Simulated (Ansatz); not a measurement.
## SiC: geometry relaxation (part 3 of 3)

The same run, continued: SiC (slab, 24 atoms in the cell); DFT PBE+D3(BJ), scalar-relativistic, plane waves, PAW, no spin polarisation (Ansatz 0.2.0); cutoff 420 eV, 6×6×1 k-mesh, Gaussian smearing of 0.05 eV. The structure derives from an entry of the Crystallography Open Database. The input holds or restrains some coordinates. Forces given for the steps count only the free coordinates. It belongs to a series of runs on one base structure; here: clean slab, lower half held.

Output, continued
```
  k-point 2: bands = ["-16.0026", "-14.6616", "-14.6051", "-13.5139", "-13.5139", "-13.3716", "-12.4781", "-12.4781", "-12.3575", "-11.1321", "-10.2836", "-10.2836", "-9.0167", "-9.0167", "-8.2854", "-8.2854", "-8.2216", "-8.0105", "-7.4466", "-6.6509", "-6.6509", "-6.1420", "-5.9459", "-5.9459", "-5.1468", "-5.0378", "-5.0045", "-5.0045", "-4.8595", "-4.8595", "-4.3573", "-4.1992", "-3.7972", "-3.6157", "-3.6157", "-3.5529", "-3.3305", "-3.1796", "-2.6724", "-2.6724", "-2.4121", "-1.7865", "-1.1790", "-0.6330", "-0.4700", "-0.4244", "-0.2891", "-0.2891", "0.1304", "0.1304", "0.2632", "0.3764", "1.9178", "2.8425", "2.8425", "3.4226", "3.7165", "4.1249", "4.1249", "4.3024", "4.7216", "4.7216", "4.7478", "4.9251", "5.1952", "5.6282", "5.6282", "5.7260", "6.0195", "6.0708", "6.3645", "6.5221"]
  k-point 6: bands = ["-15.0906", "-15.0906", "-15.0906", "-13.7518", "-13.7518", "-13.7518", "-12.5762", "-12.0360", "-11.5048", "-11.5048", "-11.5048", "-9.7452", "-9.0462", "-8.5040", "-7.6047", "-7.6047", "-7.6047", "-7.5256", "-6.6177", "-6.6177", "-6.6177", "-6.4750", "-6.3941", "-5.7057", "-5.7057", "-5.7057", "-5.1154", "-4.6391", "-4.6391", "-4.6391", "-4.4902", "-4.4902", "-4.4902", "-3.8641", "-3.7965", "-3.7965", "-3.7965", "-3.2800", "-3.0675", "-3.0675", "-3.0675", "-1.8181", "-1.8181", "-1.8181", "-0.5372", "-0.1678", "-0.1678", "-0.1678", "0.2493", "0.2493", "0.2493", "0.3493", "3.4083", "3.6587", "3.6587", "3.6587", "3.7783", "4.4728", "4.4728", "4.4728", "4.4739", "5.0127", "5.0127", "5.0127", "5.7510", "5.7510", "5.7510", "6.3557", "6.3557", "6.3557", "6.7746", "6.7746"]
--- Relaxed structure (5 steps of the walk, 5 accepted, 0 SCFs on fresh bases) ---
  F+E_penalty+E_count = -10635.47265964 eV   max|allowed force component| = 3.700e-3 eV/Å
  atoms:
    - { symbol: C, position: [0.49999999999999994, 0.0, 0.3752902686] }
    - { symbol: C, position: [0.4999999999999999, 0.4999999999999999, 0.3752902686] }
    - { symbol: C, position: [0.0, 0.0, 0.3752902686] }
    - { symbol: C, position: [0.0, 0.49999999999999994, 0.3752902686] }
    - { symbol: Si, position: [0.16666666666666669, 0.8333333333333334, 0.40300354219999995] }
    - { symbol: Si, position: [0.16666666666666663, 0.3333333333333333, 0.40300354219999995] }
    - { symbol: Si, position: [0.6666666666666666, 0.8333333333333334, 0.40300354219999995] }
    - { symbol: Si, position: [0.6666666666666666, 0.3333333333333333, 0.40300354219999995] }
    - { symbol: C, position: [0.6666666666666666, 0.8333333333333334, 0.48614336319999996] }
    - { symbol: C, position: [0.6666666666666666, 0.3333333333333333, 0.48614336319999996] }
    - { symbol: C, position: [0.16666666666666669, 0.8333333333333334, 0.48614336319999996] }
    - { symbol: C, position: [0.16666666666666663, 0.3333333333333333, 0.48614336319999996] }
    - { symbol: Si, position: [0.33333333333333337, 0.6666666666666665, 0.5118384336735421] }
    - { symbol: Si, position: [0.33333333333333337, 0.16666666666666663, 0.5118384336735421] }
    - { symbol: Si, position: [0.8333333333333333, 0.6666666666666665, 0.5118384336735421] }
    - { symbol: Si, position: [0.8333333333333331, 0.16666666666666666, 0.5118384336735421] }
    - { symbol: C, position: [0.8333333333333333, 0.6666666666666665, 0.5985644320298755] }
    - { symbol: C, position: [0.8333333333333331, 0.16666666666666666, 0.5985644320298755] }
    - { symbol: C, position: [0.33333333333333337, 0.6666666666666665, 0.5985644320298755] }
    - { symbol: C, position: [0.33333333333333337, 0.16666666666666663, 0.5985644320298755] }
    - { symbol: Si, position: [0.4999999999999999, 0.4999999999999999, 0.6216781744637334] }
    - { symbol: Si, position: [0.49999999999999994, -4.770903430354657e-19, 0.6216781744637334] }
    - { symbol: Si, position: [0.0, 0.49999999999999994, 0.6216781744637334] }
    - { symbol: Si, position: [-1.0648898856948646e-18, -4.770903431435208e-19, 0.6216781744637334] }
```

Trajectory as extended XYZ (Å, eV, eV/Å), 4 of the 5 frames kept, from step=1 to step=5
```
24
Lattice="6.1500 0.0000 0.0000 -3.0750 5.3261 0.0000 0.0000 0.0000 22.6491" Properties=species:S:1:pos:R:3:forces:R:3 step=1 energy=-10635.23345
C     3.0750    0.0000    8.5000    0.0000   0.0000   2.4427
C     1.5375    2.6630    8.5000    0.0000   0.0000   2.4427
C     0.0000    0.0000    8.5000    0.0000   0.0000   2.4427
C    -1.5375    2.6630    8.5000    0.0000   0.0000   2.4427
Si   -1.5375    4.4384    9.1277    0.0000   0.0000  -3.1722
Si    0.0000    1.7754    9.1277    0.0000   0.0000  -3.1722
Si    1.5375    4.4384    9.1277    0.0000   0.0000  -3.1722
Si    3.0750    1.7754    9.1277    0.0000   0.0000  -3.1722
C     1.5375    4.4384   11.0107    0.0000   0.0000   1.1583
C     3.0750    1.7754   11.0107    0.0000   0.0000   1.1583
C    -1.5375    4.4384   11.0107    0.0000   0.0000   1.1583
C     0.0000    1.7754   11.0107    0.0000   0.0000   1.1583
Si    0.0000    3.5507   11.6384    0.0000   0.0000  -1.0084
Si    1.5375    0.8877   11.6384    0.0000   0.0000  -1.0084
Si    3.0750    3.5507   11.6384    0.0000   0.0000  -1.0084
Si    4.6125    0.8877   11.6384    0.0000   0.0000  -1.0084
C     3.0750    3.5507   13.5215    0.0000   0.0000   1.1670
C     4.6125    0.8877   13.5215    0.0000   0.0000   1.1670
C     0.0000    3.5507   13.5215    0.0000   0.0000   1.1670
C     1.5375    0.8877   13.5215    0.0000   0.0000   1.1670
Si    1.5375    2.6630   14.1491    0.0000   0.0000  -0.5875
Si    3.0750    0.0000   14.1491    0.0000   0.0000  -0.5875
Si   -1.5375    2.6630   14.1491    0.0000   0.0000  -0.5875
Si    0.0000    0.0000   14.1491    0.0000   0.0000  -0.5875
24
Lattice="6.1500 0.0000 0.0000 -3.0750 5.3261 0.0000 0.0000 0.0000 22.6491" Properties=species:S:1:pos:R:3:forces:R:3 step=2 energy=-10635.35623
C     3.0750    0.0000    8.5000    0.0000   0.0000   2.4420
C     1.5375    2.6630    8.5000    0.0000   0.0000   2.4420
C     0.0000    0.0000    8.5000    0.0000   0.0000   2.4420
C    -1.5375    2.6630    8.5000    0.0000   0.0000   2.4420
Si   -1.5375    4.4384    9.1277    0.0000   0.0000  -3.2781
Si    0.0000    1.7754    9.1277    0.0000   0.0000  -3.2781
Si    1.5375    4.4384    9.1277    0.0000   0.0000  -3.2781
Si    3.0750    1.7754    9.1277    0.0000   0.0000  -3.2781
C     1.5375    4.4384   11.0107    0.0000   0.0000   1.0199
C     3.0750    1.7754   11.0107    0.0000   0.0000   1.0199
C    -1.5375    4.4384   11.0107    0.0000   0.0000   1.0199
C     0.0000    1.7754   11.0107    0.0000   0.0000   1.0199
Si    0.0000    3.5507   11.6181    0.0000   0.0000  -0.6571
Si    1.5375    0.8877   11.6181    0.0000   0.0000  -0.6571
Si    3.0750    3.5507   11.6181    0.0000   0.0000  -0.6571
Si    4.6125    0.8877   11.6181    0.0000   0.0000  -0.6571
C     3.0750    3.5507   13.5195    0.0000   0.0000   0.8435
C     4.6125    0.8877   13.5195    0.0000   0.0000   0.8435
C     0.0000    3.5507   13.5195    0.0000   0.0000   0.8435
C     1.5375    0.8877   13.5195    0.0000   0.0000   0.8435
Si    1.5375    2.6630   14.1160    0.0000   0.0000  -0.3701
Si    3.0750    0.0000   14.1160    0.0000   0.0000  -0.3701
Si   -1.5375    2.6630   14.1160    0.0000   0.0000  -0.3701
Si    0.0000    0.0000   14.1160    0.0000   0.0000  -0.3701
24
Lattice="6.1500 0.0000 0.0000 -3.0750 5.3261 0.0000 0.0000 0.0000 22.6491" Properties=species:S:1:pos:R:3:forces:R:3 step=4 energy=-10635.47211
C     3.0750    0.0000    8.5000    0.0000   0.0000   2.4486
C     1.5375    2.6630    8.5000    0.0000   0.0000   2.4486
C     0.0000    0.0000    8.5000    0.0000   0.0000   2.4486
C    -1.5375    2.6630    8.5000    0.0000   0.0000   2.4486
Si   -1.5375    4.4384    9.1277    0.0000   0.0000  -3.4577
Si    0.0000    1.7754    9.1277    0.0000   0.0000  -3.4577
Si    1.5375    4.4384    9.1277    0.0000   0.0000  -3.4577
Si    3.0750    1.7754    9.1277    0.0000   0.0000  -3.4577
C     1.5375    4.4384   11.0107    0.0000   0.0000   1.0440
C     3.0750    1.7754   11.0107    0.0000   0.0000   1.0440
C    -1.5375    4.4384   11.0107    0.0000   0.0000   1.0440
C     0.0000    1.7754   11.0107    0.0000   0.0000   1.0440
Si    0.0000    3.5507   11.5951    0.0000   0.0000  -0.0118
Si    1.5375    0.8877   11.5951    0.0000   0.0000  -0.0118
Si    3.0750    3.5507   11.5951    0.0000   0.0000  -0.0118
Si    4.6125    0.8877   11.5951    0.0000   0.0000  -0.0118
C     3.0750    3.5507   13.5595    0.0000   0.0000   0.0139
C     4.6125    0.8877   13.5595    0.0000   0.0000   0.0139
C     0.0000    3.5507   13.5595    0.0000   0.0000   0.0139
C     1.5375    0.8877   13.5595    0.0000   0.0000   0.0139
Si    1.5375    2.6630   14.0875    0.0000   0.0000  -0.0368
Si    3.0750    0.0000   14.0875    0.0000   0.0000  -0.0368
Si   -1.5375    2.6630   14.0875    0.0000   0.0000  -0.0368
Si    0.0000    0.0000   14.0875    0.0000   0.0000  -0.0368
24
Lattice="6.1500 0.0000 0.0000 -3.0750 5.3261 0.0000 0.0000 0.0000 22.6491" Properties=species:S:1:pos:R:3:forces:R:3 step=5 energy=-10635.47266
C     3.0750    0.0000    8.5000    0.0000   0.0000   2.4474
C     1.5375    2.6630    8.5000    0.0000   0.0000   2.4474
C     0.0000    0.0000    8.5000    0.0000   0.0000   2.4474
C    -1.5375    2.6630    8.5000    0.0000   0.0000   2.4474
Si   -1.5375    4.4384    9.1277    0.0000   0.0000  -3.4660
Si    0.0000    1.7754    9.1277    0.0000   0.0000  -3.4660
Si    1.5375    4.4384    9.1277    0.0000   0.0000  -3.4660
Si    3.0750    1.7754    9.1277    0.0000   0.0000  -3.4660
C     1.5375    4.4384   11.0107    0.0000   0.0000   1.0201
C     3.0750    1.7754   11.0107    0.0000   0.0000   1.0201
C    -1.5375    4.4384   11.0107    0.0000   0.0000   1.0201
C     0.0000    1.7754   11.0107    0.0000   0.0000   1.0201
Si    0.0000    3.5507   11.5927    0.0000   0.0000  -0.0014
Si    1.5375    0.8877   11.5927    0.0000   0.0000  -0.0014
Si    3.0750    3.5507   11.5927    0.0000   0.0000  -0.0014
Si    4.6125    0.8877   11.5927    0.0000   0.0000  -0.0014
C     3.0750    3.5507   13.5570    0.0000   0.0000   0.0035
C     4.6125    0.8877   13.5570    0.0000   0.0000   0.0035
C     0.0000    3.5507   13.5570    0.0000   0.0000   0.0035
C     1.5375    0.8877   13.5570    0.0000   0.0000   0.0035
Si    1.5375    2.6630   14.0805    0.0000   0.0000  -0.0037
Si    3.0750    0.0000   14.0805    0.0000   0.0000  -0.0037
Si   -1.5375    2.6630   14.0805    0.0000   0.0000  -0.0037
Si    0.0000    0.0000   14.0805    0.0000   0.0000  -0.0037
```

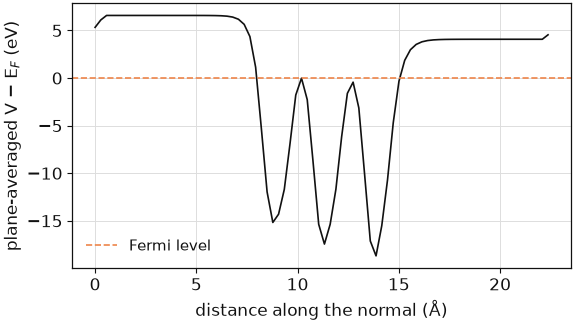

*Plane average of the electrostatic potential energy of an electron across the cell, from the Fermi level.*

The vacuum level lies 4.08 eV above the Fermi level on the upper side and 6.58 eV on the lower.

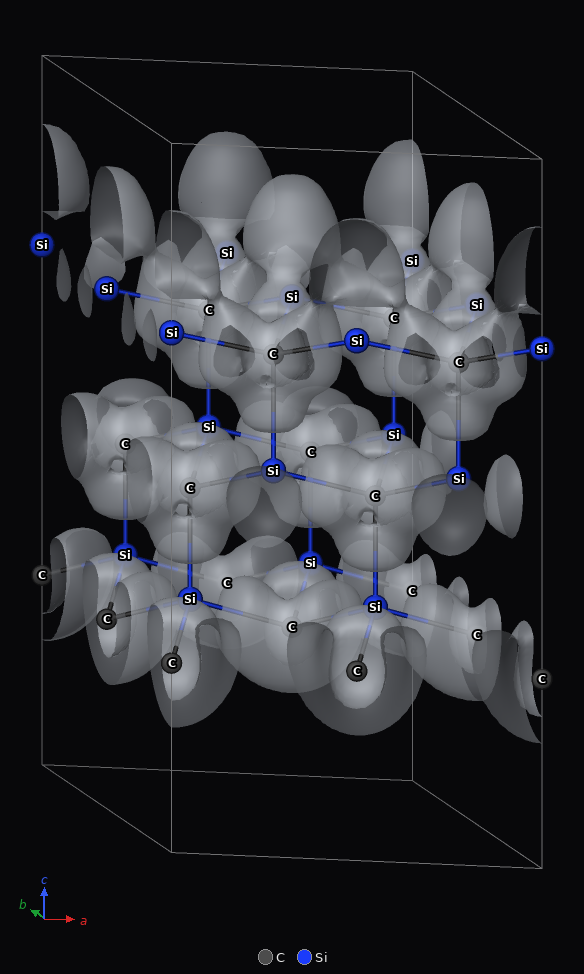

*Isosurface of the ELF at 0.7 (grey), seen slightly off an axis. Only the valence region is drawn (cores and ρ < 0.01 e/Å³ removed). Sticks mark near contacts.*

Profiles from the grid: Si–C (1.85 Å): the ELF peaks at about 0.90 between the atoms (a shared electron pair). Si–C (1.96 Å): the ELF peaks at about 0.90 between the atoms, which marks localised, shared-pair bonding. In a PAW calculation such maps are meaningful between the atoms, not at the nuclei.

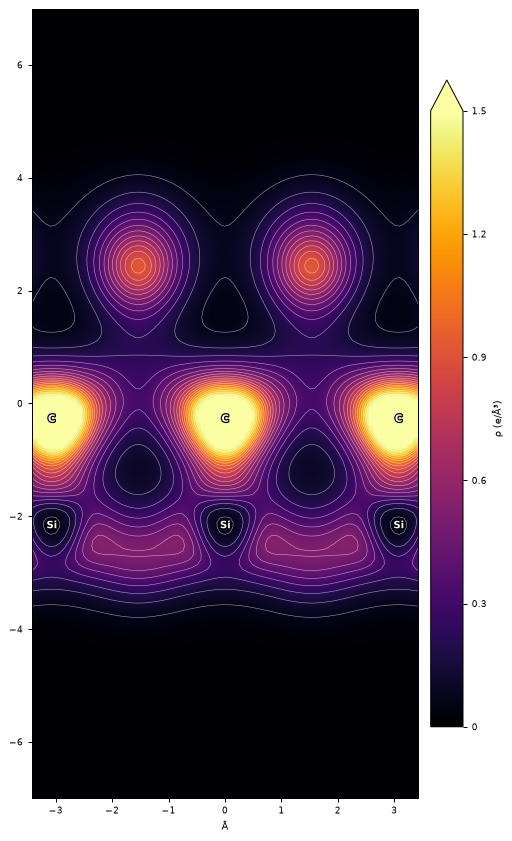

*Valence pseudo-density on the (100) plane of the calculation cell, a cut from vacuum to vacuum.*

The section cuts through Si and C sites. The density dies away to nearly zero in the vacuum.

This output came from the following input.

Input file
```yaml
crystal:
  lattice:
    - [6.1499993395, 0.0, 0.0]
    - [-3.0749996698, 5.3260556613, 0.0]
    - [0.0, 0.0, 22.6491351126]
  atoms:
    - { symbol: C, position: [0.5, 0.0, 0.3752902686] }
    - { symbol: C, position: [0.5, 0.5, 0.3752902686] }
    - { symbol: C, position: [0.0, 0.0, 0.3752902686] }
    - { symbol: C, position: [0.0, 0.5, 0.3752902686] }
    - { symbol: Si, position: [0.1666666667, 0.8333333333, 0.4030035422] }
    - { symbol: Si, position: [0.1666666667, 0.3333333333, 0.4030035422] }
    - { symbol: Si, position: [0.6666666667, 0.8333333333, 0.4030035422] }
    - { symbol: Si, position: [0.6666666667, 0.3333333333, 0.4030035422] }
    - { symbol: C, position: [0.6666666667, 0.8333333333, 0.4861433632] }
    - { symbol: C, position: [0.6666666667, 0.3333333333, 0.4861433632] }
    - { symbol: C, position: [0.1666666667, 0.8333333333, 0.4861433632] }
    - { symbol: C, position: [0.1666666667, 0.3333333333, 0.4861433632] }
    - { symbol: Si, position: [0.3333333333, 0.6666666667, 0.5138566368] }
    - { symbol: Si, position: [0.3333333333, 0.1666666667, 0.5138566368] }
    - { symbol: Si, position: [0.8333333333, 0.6666666667, 0.5138566368] }
    - { symbol: Si, position: [0.8333333333, 0.1666666667, 0.5138566368] }
    - { symbol: C, position: [0.8333333333, 0.6666666667, 0.5969964578] }
    - { symbol: C, position: [0.8333333333, 0.1666666667, 0.5969964578] }
    - { symbol: C, position: [0.3333333333, 0.6666666667, 0.5969964578] }
    - { symbol: C, position: [0.3333333333, 0.1666666667, 0.5969964578] }
    - { symbol: Si, position: [0.5, 0.5, 0.6247097314] }
    - { symbol: Si, position: [0.5, 0.0, 0.6247097314] }
    - { symbol: Si, position: [0.0, 0.5, 0.6247097314] }
    - { symbol: Si, position: [0.0, 0.0, 0.6247097314] }
basis:
  ecutwfc: 420
kpoints:
  mp_grid: { grid: [6, 6, 1] }
hamiltonian:
  xc: pbe
  dispersion: d3bj
scf:
  occupations: { method: gaussian, width: 0.05 }
output:
  forces: true
  eigenvalues: true
  write_density: true
  write_potential: true
  elf: true
  volumetric_format: npy
relax:
  adjacent_minimum: "off"
  f_tol: 0.03
  max_steps: 70
  constraints: [{ sites: [0, 1, 2, 3, 4, 5, 6, 7, 8, 9, 10, 11] }]
efield:
  axis: 3
  dipole_correction: true
  ramp_width: 0.04
```

Run as:
```bash
ansatz run input.yaml --threads 4 --pin off --max-ram 10240MiB --backend cpu --events-out ev --progress --plain --runs-dir out
```

Summary

| quantity | value |
| --- | --- |
| outcome | converged under the restraints of the input |
| electrons treated | 96 |
| free energy | −10635.4727 eV |
| work function, top face | 4.08 eV |
| work function, bottom face | 6.58 eV |
| Fermi energy | −0.056 eV |
| gap on the k-point mesh | none (metallic) |
| final volume | 741.88 Å³ |
| work function (upper face) | 4.08 eV |
| largest force (length of the vector) at the end, held atoms and coordinates included | 3.466 eV/Å |
| hardware | 4 threads of AMD EPYC (Zen 5), 32 GiB of memory available, shared host |
| wall time | 21 s (CPU time 81 s) |
| peak memory | 1.6 GiB |

Warnings of the run: the exchange-correlation potential is rough where the density is thin.
